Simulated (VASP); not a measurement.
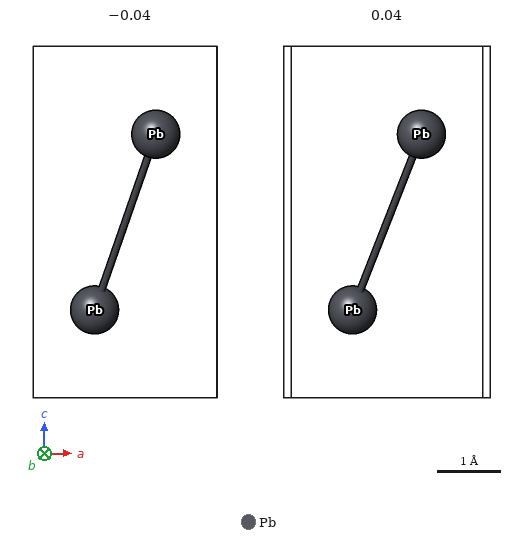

Crystalline Pb (set up in Cmcm), held at several strains, with the atoms relaxed (per unit of the tabulated number the cell is strained by 1.0 along a). The picture shows the first and the last member. Style: ball-and-stick. Shown: the cell of the calculation, along the b axis.

Computed with VASP 6.6.1: PBE, VASP PAW PBE potentials, recommended. Set-up: plane-wave cutoff 520 eV; k-point mesh 9 × 9 × 5; occupations fermi-dirac; smearing width 0.05 eV; no spin polarisation.

```csv
strain,energy (meV/atom)
−0.04,34.39
−0.02,13.49
−0.01,5.93
0.0,0.00
0.01,?
0.02,−8.44
0.04,−13.47
```

### Estimate the missing row from the others, and compare with the calculation.

A parabola through three neighbouring rows (−0.01, 0.0, 0.02) gives, with Lagrange weights, (−0.3333)(5.93) + (1.0000)(0.00) + (0.3333)(−8.44) = −4.79 meV/atom. The calculation gives −4.69 meV/atom. The estimate is 0.10 meV/atom too low. The lowest tabulated energy lies at 0.04, so the unstrained cell isn't a minimum along this strain at this level. From the first member to the last: Pb–Pb 3.341 → 3.619 Å, Pb–Pb 3.408 → 3.478 Å, Pb–Pb 3.446 → 3.515 Å.

The whole series:

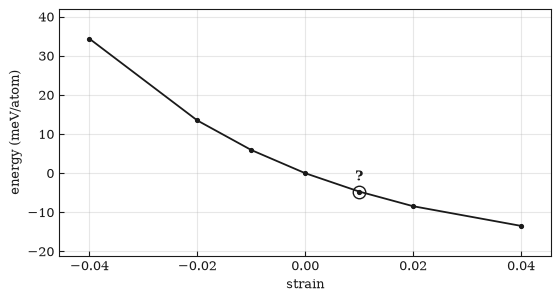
